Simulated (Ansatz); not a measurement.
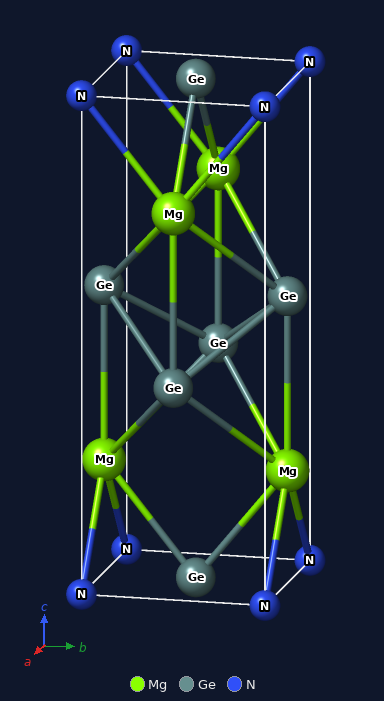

Ball-and-stick drawing of the structure, looking slightly off an axis. The parallelepiped is the conventional unit cell. Cell: a = 3.34 Å, b = 3.34 Å, c = 9.09 Å, α = 90.00°, β = 90.00°, γ = 90.00°.

The cell started as a structure type filled with these elements by a generator (whether the compound takes this form wasn't checked). Earlier steps of the study may have refined or changed the cell and positions. It was the input of a calculation with Ansatz.

Question: Give a description of the structure.

Answer: Formula: Mg2Ge3N. The space group is P-4m2 (No. 115); the lattice is primitive tetragonal. With Z = 1, the cell contains 2 Mg, 3 Ge, 1 N. Counting contacts within bonding distance, the coordination numbers are Mg 9, Ge 4 to 9 (mean 7.3) and N 4.

Level of theory: DFT PBE, scalar-relativistic, plane waves, PAW in Ansatz. Settings were an energy cutoff of 420 eV, the zone sampled with 12×12×4 points, Gaussian smearing of 0.1 eV, no spin polarisation.

Question: What is the band gap, if any?

Answer: A metal: bands cross the Fermi level.

Question: What charge does Bader's analysis assign to each element?

Answer: Mg +1.52 e; Ge -0.73 to -0.12 e; N -1.47 e.

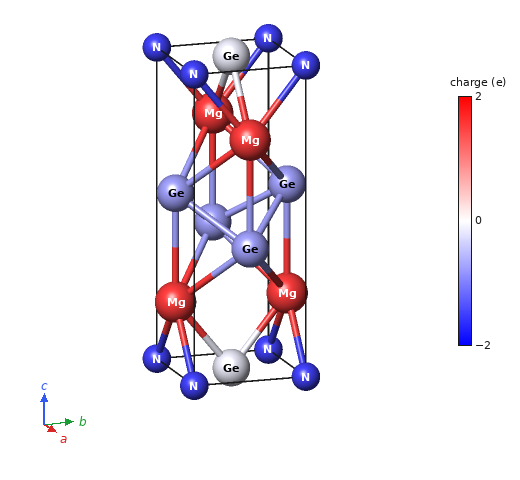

The atoms coloured by those charges. The run's cell of 6 atoms is drawn.

Question: Can this geometry be taken as optimised?

Answer: Yes. All forces vanish to within 0.01 eV/Å. The pressure is 0.0 GPa, close to zero.
